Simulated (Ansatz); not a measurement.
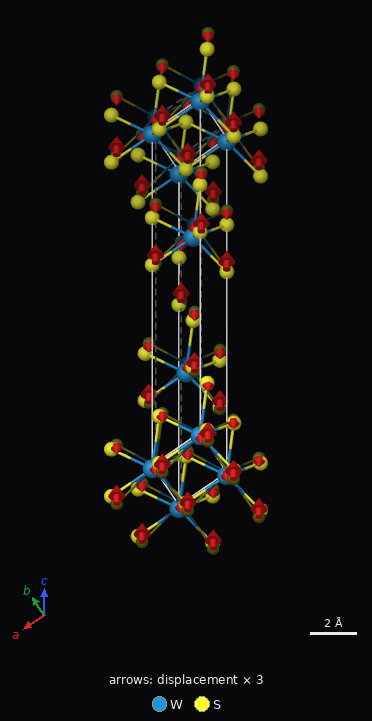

Solid WS₂ (set up in R3m) in its unrelaxed database cell, drawn pale, and a changed version of it, drawn solid. The red arrows show how the atoms are displaced (without the part that the change of the cell carries along), magnified 3 times. Besides, the cell is strained by −4.2 % along c and +4.8 % across it (volume +5.2 %). Style: ball-and-stick. Shown: the conventional cell (3 times the calculation's cell), from a free direction. Lengths and directions refer to the drawn axes.

Method: Ansatz 0.2.0, DFT PBEsol, scalar-relativistic, plane waves, PAW. Settings: plane-wave cutoff 420 eV; k-point mesh 12 × 12 × 12; occupations gaussian; smearing width 0.02 eV; no spin polarisation.

**Describe the displacements and the computed response.**

Atoms are displaced by up to 0.34 Å (root mean square over those that move 0.24 Å) relative to the cell: W 0.18 Å along −c. No relaxation follows. It costs 895 meV per atom. Pressure: −0.6 GPa before, 26.5 GPa after. The principal stresses (compression positive) are 37.8 GPa along c and 20.9 GPa across it. The largest force is 9.5 eV/Å, on an S atom. The forces point straight back along the displacements (cosine −0.98). Among the bonded contacts that change: S–W 2.415 → 2.158 Å, S–W 2.391 → 2.426 Å. The space group stays R3m (No. 160).
